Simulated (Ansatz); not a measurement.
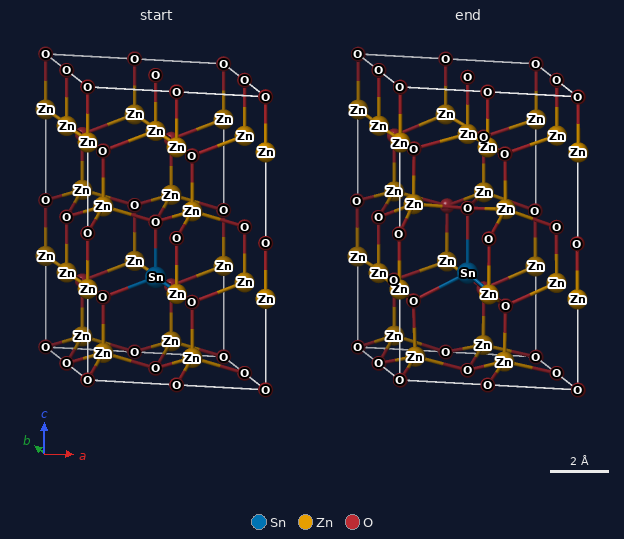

The structure of a defect cell of composition Zn15SnO16 before (left) and after (right) a relaxation, at one scale.

Style: ball-and-stick. Shown: the cell of the calculation (origin shifted), slightly off an axis.

All numbers below come from Ansatz, DFT, PBE, plane-wave PAW, default files, scalar-relativistic. (plane-wave cutoff 420 eV; k-point mesh 3 × 3 × 2; occupations fermi dirac; smearing width 0.01 eV; no spin polarisation; atoms relaxed in a fixed cell; force threshold 0.03 eV/Å; at most 40 steps)

**Describe what moved and what it gained.**

Over 6 accepted moves (7 points after the start) the energy falls by 0.732 eV per cell of the calculation. The largest force component goes from 1.7 to 0.021 eV/Å. 1 step only repeated the SCF at the same geometry. The atom that moves furthest is an O atom (0.48 Å along +c). By element the largest moves are O 0.48 Å, Sn 0.15 Å, Zn 0.13 Å. The cell doesn't change. Some distances before and after: O–Sn 1.973 → 2.303 Å, O–Sn 1.979 → 2.142 Å, O–Zn 1.973 → 2.016 Å, O–Zn 1.979 → 1.955 Å. Among the angles between lasting bonds that change: O–Zn–O 108.6° → 96.1°, Sn–O–Zn 108.6° → 96.7°, Zn–O–Zn 110.4° → 118.7°. The run took 6.7 min on 1 thread of Arm Neoverse V2, with other jobs on the host, peak memory 1 GiB.

Limits of the set-up: the periodic images lie only 6.5 Å apart, so the values are limited by the cell's size.
